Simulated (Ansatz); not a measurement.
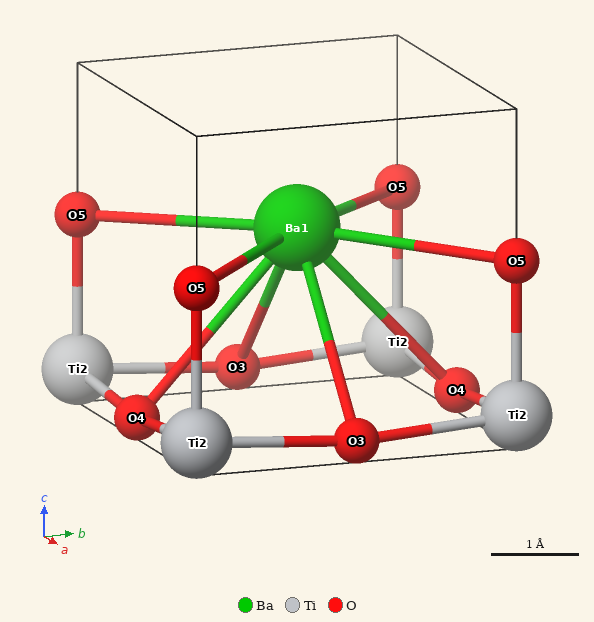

The input geometry of run 1 (ball-and-stick view of the cell of the calculation, seen slightly off an axis; atoms are numbered from 1 in the order of the input).

**BaTiO3: a changed input and its effect**

System: BaTiO3 (P4mm, 5 atoms in the cell).
Method of run 1: DFT PBEsol, scalar-relativistic, plane waves, PAW, no spin polarisation (Ansatz 0.2.0).

The structure derives from a Materials Project entry. Text and figures count atoms from 1; the logs count them from 0 in places.

### The input, run 1
```yaml
crystal:
  lattice:
    - [3.9554885126, 0.0, 0.0]
    - [0.0, 3.9554885126, 0.0]
    - [0.0, 0.0, 4.0440396062]
  atoms:
    - { symbol: Ba, position: [0.5, 0.5, 0.5825208317] }
    - { symbol: Ti, position: [0.0, 0.0, 0.0977311502] }
    - { symbol: O, position: [0.0, 0.5, 0.0634795547] }
    - { symbol: O, position: [0.5, 0.0, 0.0634795547] }
    - { symbol: O, position: [0.0, 0.0, 0.5527858987] }
basis:
  ecutwfc: 420
kpoints:
  mp_grid: { grid: [8, 8, 8] }
  band_path: { path: [VBM, CBM], npoints: 2 }
hamiltonian:
  xc: pbesol
scf:
  occupations: { method: gaussian, width: 0.02 }
output:
  forces: true
  stress: true
  eigenvalues: true
checkpoint:
  read: start.run
  write: ck
  compress: false
  write_wavefunctions: false
  write_every: 100000
```

Launched with:
```bash
ansatz run input.yaml --threads 1 --pin off --max-ram 2560MiB --backend cpu --events-out ev --progress --plain --runs-dir out
```

Hardware: 1 thread of Intel Xeon @ 2.50GHz (Skylake/Cascade Lake), 192 GiB of memory available, shared host.

### Output, shortened to warnings, some set-up lines, iterations and results (run 1)
```
Basis set: ecut = 420 eV, 1229 PW (Γ), exchange–correlation on 54×54×60 points (8 copies of the dense FFT grid, shifted against one another)
Symmetry: 8 space group operations
k-points: 75 of 512 (time reversal used)
Initial density: read from a saved state, or passed on in memory by an earlier SCF of this step, an earlier step, the calling program or the single point that the run made first
[...]
SCF iter   1: F=—  HF=-10027.478529 eV  |F-HF|=—  |Δ(HF+E_count)|=         —  Δρ=7.04e-6  dr2=2.34e-8  ethr=1.70e-8  ⟨swp⟩=3.5  Hψ=15255  notcnv=0
SCF iter   2: F=-10027.478529 eV  HF=-10027.478529 eV  |F-HF|=2.42e-9  |Δ(HF+E_count)|=   2.53e-9  Δρ=3.31e-6  dr2=7.38e-9  ethr=5.84e-11  ⟨swp⟩=7.3  Hψ=8524  notcnv=0
SCF 1 converged in 2 iterations: F = -10027.478529 eV  dr2 = 7.38e-9
NSCF: frozen V_eff on 40 k-points
NSCF: frozen V_eff on 40 k-points
NSCF: frozen V_eff on 40 k-points
NSCF: frozen V_eff on 40 k-points
NSCF: frozen V_eff on 35 k-points
NSCF: frozen V_eff on 10 k-points
NSCF: frozen V_eff on 10 k-points
NSCF: frozen V_eff on 10 k-points
NSCF: frozen V_eff on 10 k-points
NSCF: frozen V_eff on 5 k-points
NSCF: frozen V_eff on 3 k-points
SCF converged after 2 iterations
Free energy (F): -10027.478529 eV
Harris-Foulkes:  -10027.478529 eV  (|F-HF|=2.42e-9)
Internal energy: -10027.478529 eV  (E = F + TS)
E sigma→0 (E₀):  -10027.478529 eV
Fermi energy:    11.375581 eV
--- Per-component energies (eV) ---
  E_band       = -135.601372
  E_kinetic    = 969.308852
  E_local      = -2088.727531  (includes V_loc(G=0)·N_el)
  E_nonlocal   = 207.212807
  E_hartree    = 815.100852
  E_xc         = -486.618835
  E_vxc        = -543.585694  (∫ρ·V_xc dr)
  E_paw        = -6617.073893  (= ΣΔE_a)
  E_vpaw       = -310.020226  (= ΣTr[D̂ρ^β])
  E_aug_tail   = 0.007449  (compensation charges beyond the density's cutoff)
  E_ewald      = -2827.084910
  E_core_change = 0.396681  (= ΣΔE_core)
  E_smearing   = -0.000000  (= −TS)
  E_closure    = 0.000000  (closes the sum)
  Σ components = -10027.478529   (vs F -10027.478529, Δ=0.00e0)
--- Forces (eV/Å), atoms counted from 1 ---
  atom   1  Ba    -0.00000000     0.00000000     0.00005091
  atom   2  Ti     0.00000000     0.00000000    -0.00005190
  atom   3  O     -0.00000000     0.00000000    -0.00002694
  atom   4  O      0.00000000     0.00000000    -0.00002694
  atom   5  O      0.00000000     0.00000000     0.00004436
  max |Σ_I F_I| component: 1.05e-5 eV/Å
--- Stress (GPa, compression-positive) ---
       -0.001431       0.000000      -0.000000
        0.000000      -0.001431       0.000000
       -0.000000       0.000000      -0.007711
  P = ⅓ Tr σ = -0.0035 GPa (-0.035 kbar)
```

The input of run 2 differs as follows (lines with − go, lines with + come):
```diff
-    - [3.9554885126, 0.0, 0.0]
-    - [0.0, 3.9554885126, 0.0]
-    - [0.0, 0.0, 4.0440396062]
+    - [3.8368238572, 0.0, 0.0]
+    - [0.0, 3.8368238572, 0.0]
+    - [0.0, 0.0, 4.2701399473]
-    - { symbol: Ba, position: [0.5, 0.5, 0.5825208317] }
-    - { symbol: Ti, position: [0.0, 0.0, 0.0977311502] }
-    - { symbol: O, position: [0.0, 0.5, 0.0634795547] }
-    - { symbol: O, position: [0.5, 0.0, 0.0634795547] }
-    - { symbol: O, position: [0.0, 0.0, 0.5527858987] }
+    - { symbol: Ba, position: [0.5, 0.5, 0.5967427913] }
+    - { symbol: Ti, position: [0.0, 0.0, 0.1137862749] }
+    - { symbol: O, position: [0.0, 0.5, 0.0561316277] }
+    - { symbol: O, position: [0.5, 0.0, 0.0561316277] }
+    - { symbol: O, position: [0.0, 0.0, 0.5372046685] }
```

How does run 2 compare with run 1?

With the same functional and potentials, run 2 lies 21.5 meV per atom higher. The gap on the mesh goes from 1.85 to 1.91 eV. The pressure goes from 0.00 to 5.75 GPa. The volume per atom goes from 12.65 to 12.57 Å³. The plane waves at Γ go from 1229 to 1239.

### Output, shortened to warnings, some set-up lines, iterations and results (run 2)
```
Basis set: ecut = 420 eV, 1239 PW (Γ), exchange–correlation on 54×54×60 points (8 copies of the dense FFT grid, shifted against one another)
Symmetry: 8 space group operations
k-points: 75 of 512 (time reversal used)
Initial density: read from a saved state, or passed on in memory by an earlier SCF of this step, an earlier step, the calling program or the single point that the run made first
[...]
SCF iter   1: F=—  HF=-10027.370954 eV  |F-HF|=—  |Δ(HF+E_count)|=         —  Δρ=2.41e-7  dr2=1.39e-11  ethr=2.79e-8  ⟨swp⟩=3.4  Hψ=15326  notcnv=0
SCF iter   2: F=-10027.370954 eV  HF=-10027.370954 eV  |F-HF|=7.28e-12  |Δ(HF+E_count)|=   7.50e-9  Δρ=1.43e-7  dr2=8.66e-12  ethr=1.00e-12  ⟨swp⟩=7.3  Hψ=8415  notcnv=0
SCF 1 converged in 2 iterations: F = -10027.370954 eV  dr2 = 8.66e-12
NSCF: frozen V_eff on 40 k-points
NSCF: frozen V_eff on 40 k-points
NSCF: frozen V_eff on 40 k-points
NSCF: frozen V_eff on 32 k-points
NSCF: frozen V_eff on 10 k-points
NSCF: frozen V_eff on 11 k-points
NSCF: frozen V_eff on 10 k-points
NSCF: frozen V_eff on 10 k-points
NSCF: frozen V_eff on 5 k-points
NSCF: frozen V_eff on 3 k-points
SCF converged after 2 iterations
Free energy (F): -10027.370954 eV
Harris-Foulkes:  -10027.370954 eV  (|F-HF|=7.28e-12)
Internal energy: -10027.370954 eV  (E = F + TS)
E sigma→0 (E₀):  -10027.370954 eV
Fermi energy:    11.756106 eV
--- Per-component energies (eV) ---
  E_band       = -130.897592
  E_kinetic    = 973.001694
  E_local      = -2114.868088  (includes V_loc(G=0)·N_el)
  E_nonlocal   = 207.812605
  E_hartree    = 829.439984
  E_xc         = -487.399661
  E_vxc        = -544.616240  (∫ρ·V_xc dr)
  E_paw        = -6617.857384  (= ΣΔE_a)
  E_vpaw       = -311.114987  (= ΣTr[D̂ρ^β])
  E_aug_tail   = 0.007499  (compensation charges beyond the density's cutoff)
  E_ewald      = -2817.904284
  E_core_change = 0.396681  (= ΣΔE_core)
  E_smearing   = -0.000000  (= −TS)
  E_closure    = 0.000000  (closes the sum)
  Σ components = -10027.370954   (vs F -10027.370954, Δ=0.00e0)
--- Forces (eV/Å), atoms counted from 1 ---
  atom   1  Ba    -0.00000000     0.00000000     0.00001769
  atom   2  Ti     0.00000000     0.00000000     0.00009858
  atom   3  O     -0.00000000     0.00000000    -0.00024620
  atom   4  O      0.00000000     0.00000000    -0.00024620
  atom   5  O     -0.00000000     0.00000000     0.00037371
  max |Σ_I F_I| component: 2.41e-6 eV/Å
--- Stress (GPa, compression-positive) ---
        8.621787       0.000000      -0.000000
        0.000000       8.621787       0.000000
       -0.000000       0.000000       0.006697
  P = ⅓ Tr σ = 5.7501 GPa (57.501 kbar)
```

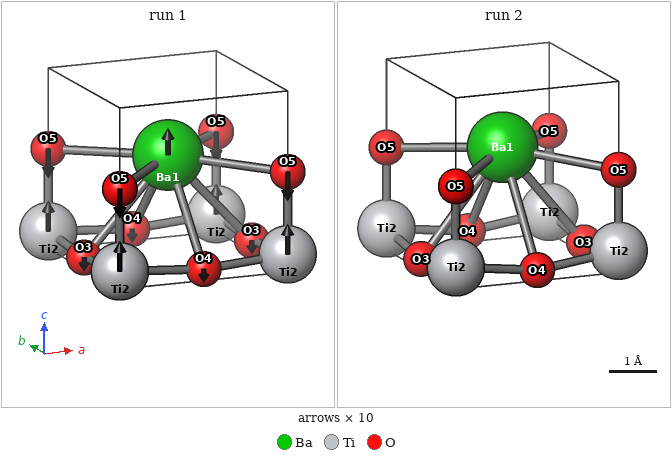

The two input geometries at one scale (ball-and-stick view of the cell of the calculation, seen slightly off an axis). The black arrows on the first give the shifts of the atoms relative to the cell, with their mean removed, magnified 10 times. The atom that moves furthest relative to the cell is Ti2 (0.069 Å). By element the largest moves are Ti 0.069 Å, O 0.067 Å, Ba 0.061 Å. (The mean shift of all atoms is removed.) The drawn cell changes as follows: a = b 3.955 → 3.837 Å (−3.0 %), c 4.044 → 4.270 Å (+5.6 %); the volume changes by −0.6 %. Among the contacts that change: Ti2–O5 2.204 → 2.462 Å, Ba1–O3 2.884 → 3.002 Å, Ba1–O5 2.800 → 2.725 Å, Ti2–O3 1.983 → 1.934 Å.

### The two runs side by side

| quantity | run 1 | run 2 |
| --- | --- | --- |
| outcome | converged | converged |
| free energy per atom (eV) | −2005.4957 | −2005.4742 |
| gap on the mesh (eV) | 1.85 | 1.91 |
| pressure (GPa) | 0.00 | 5.75 |
| volume per atom (Å³) | 12.65 | 12.57 |
| largest force (eV/Å) | 0.000 | 0.000 |
| irreducible k-points | 75 | 75 |
| plane waves at Γ | 1229 | 1239 |
| wall time (shared host) | 32 s | 28 s |
